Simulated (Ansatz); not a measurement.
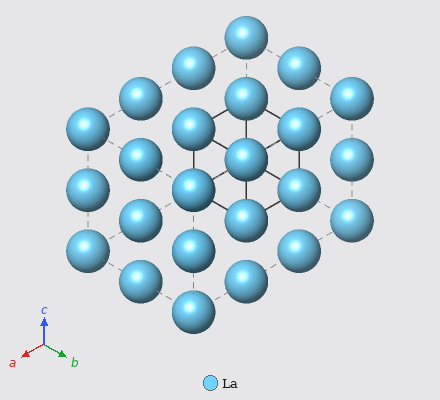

La (Pm-3m, No. 221): the input geometry of an electronic-structure calculation (not necessarily at equilibrium); the starting structure was generated, so it need not be a known form of this composition.

```
CELL_PARAMETERS angstrom
3.32181 0.00000 0.00000
0.00000 3.32181 0.00000
0.00000 0.00000 3.32181
ATOMIC_POSITIONS crystal
La 0.00000 0.00000 0.00000
```

**What will a dark-field STEM-like image along [111] show? Simulated incoherent Z contrast: every atom adds Z^1.7 spread by a probe of 1.29 Å full width; channelling and multiple scattering are left out.**

The columns repeat on a hexagonal net with a repeat of 2.71 Å (plane group p6mm). All columns are alike (La). The shortest distance between visible columns is 2.71 Å in projection. Along the beam the structure repeats every 5.75 Å.

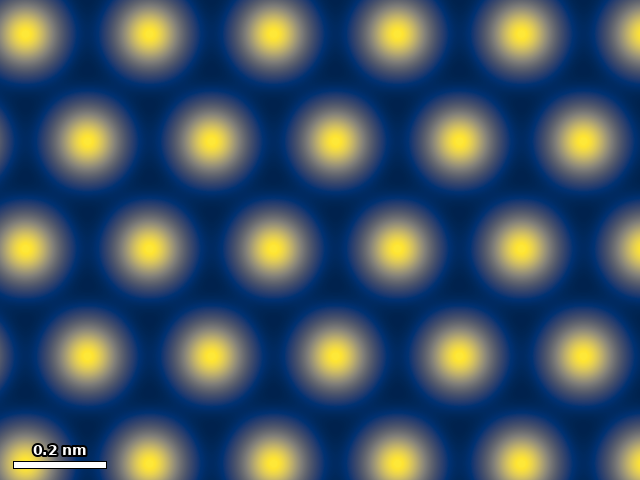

The simulated image.
